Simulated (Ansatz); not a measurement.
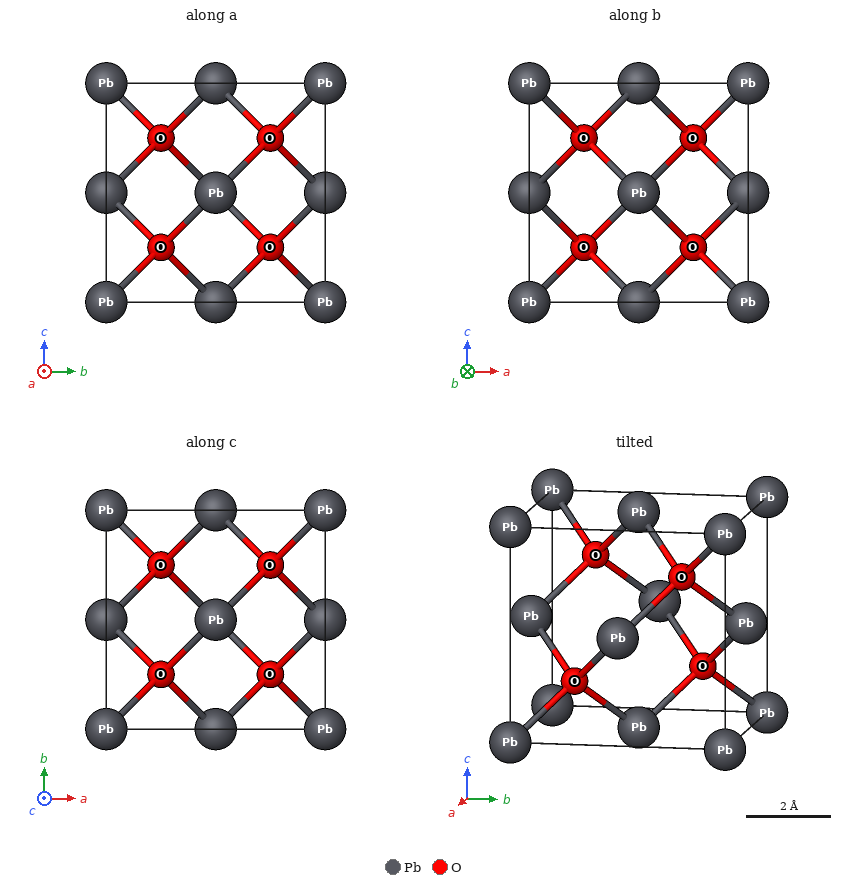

The image is a ball-and-stick drawing of a crystal, viewed along the a axis, along the b axis, along the c axis and slightly off an axis. The conventional unit cell is drawn as a box.

Lattice parameters: a = 5.2718 Å, b = 5.2718 Å, c = 5.2718 Å, α = 90.000°, β = 90.000°, γ = 90.000°.

**Convert the drawing into a CIF in P1 with every atom of the cell.**

```cif
data_structure
_symmetry_space_group_name_H-M 'P 1'
_symmetry_Int_Tables_number 1
_cell_length_a 5.2718
_cell_length_b 5.2718
_cell_length_c 5.2718
_cell_angle_alpha 90.000
_cell_angle_beta 90.000
_cell_angle_gamma 90.000
_cell_volume 146.51
loop_
_atom_site_label
_atom_site_type_symbol
_atom_site_fract_x
_atom_site_fract_y
_atom_site_fract_z
_atom_site_occupancy
Pb1 Pb 0.0000 0.0000 0.0000 1
O1 O 0.2500 0.2500 0.7500 1
Pb2 Pb 0.0000 0.5000 0.5000 1
O2 O 0.2500 0.7500 0.2500 1
Pb3 Pb 0.5000 0.0000 0.5000 1
O3 O 0.7500 0.2500 0.2500 1
Pb4 Pb 0.5000 0.5000 0.0000 1
O4 O 0.7500 0.7500 0.7500 1
```

It goes back to a structure type filled with these elements by a generator (whether the compound takes this form wasn't checked). The cell was then strained or its atoms displaced on purpose. A calculation with Ansatz used it as input.

At this level of theory the cell isn't at rest (compressed, at 18 GPa), so its distances can differ from those at equilibrium, the more so the softer the solid.
